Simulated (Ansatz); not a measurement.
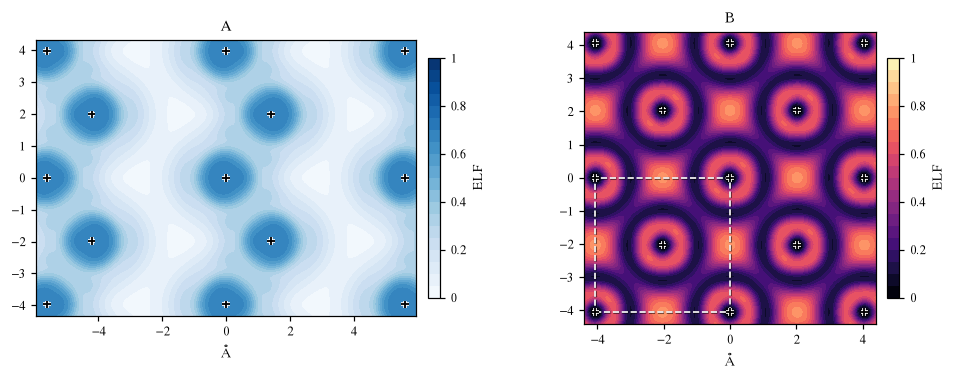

The electron localisation function of 2 systems, each on a plane through atoms (crosses mark nuclei in the plane).

All numbers below come from DFT, PBE, plane waves (420 eV) with PAW, scalar-relativistic (Ansatz 0.2.0).

System 1: Pt, the (101) plane of the conventional cell. Space group Fd-3m; set up as Pt, diamond; a generated structure, not necessarily the stable one; changed on purpose from its base cell (volume × 0.92); computed pressure about 12 GPa in this cell; the program warned that a starting moment wasn't kept; spin-polarised, but the moments vanished.

```cif
data_structure
_symmetry_space_group_name_H-M 'P 1'
_symmetry_Int_Tables_number 1
_cell_length_a 5.6166
_cell_length_b 5.6166
_cell_length_c 5.6166
_cell_angle_alpha 90.000
_cell_angle_beta 90.000
_cell_angle_gamma 90.000
_cell_volume 177.18
loop_
_atom_site_label
_atom_site_type_symbol
_atom_site_fract_x
_atom_site_fract_y
_atom_site_fract_z
_atom_site_occupancy
Pt1 Pt 0.75000 0.25000 0.25000 1
Pt2 Pt 0.25000 0.75000 0.25000 1
Pt3 Pt 0.25000 0.25000 0.75000 1
Pt4 Pt 0.75000 0.75000 0.75000 1
Pt5 Pt 0.50000 0.00000 0.00000 1
Pt6 Pt 0.00000 0.50000 0.00000 1
Pt7 Pt 0.00000 0.00000 0.50000 1
Pt8 Pt 0.50000 0.50000 0.50000 1
```

System 2: Ti, the (010) plane of the conventional cell. Space group Fm-3m; set up as Ti, fcc; a generated structure, not necessarily the stable one; changed on purpose from its base cell (volume × 0.96); computed pressure about 5 GPa in this cell; the program warned that a starting moment wasn't kept; spin-polarised, but the moments vanished.

Match each panel to its system.

Answer. Panel A is system 1, Pt: the plane holds Pt. Pt–Pt (2.43 Å): the ELF is about 0.30 at the midpoint. Panel B is system 2, Ti: the plane holds Ti. Ti–Ti (2.87 Å): the ELF is about 0.20 at the midpoint; no shared electron pair shows on this line.
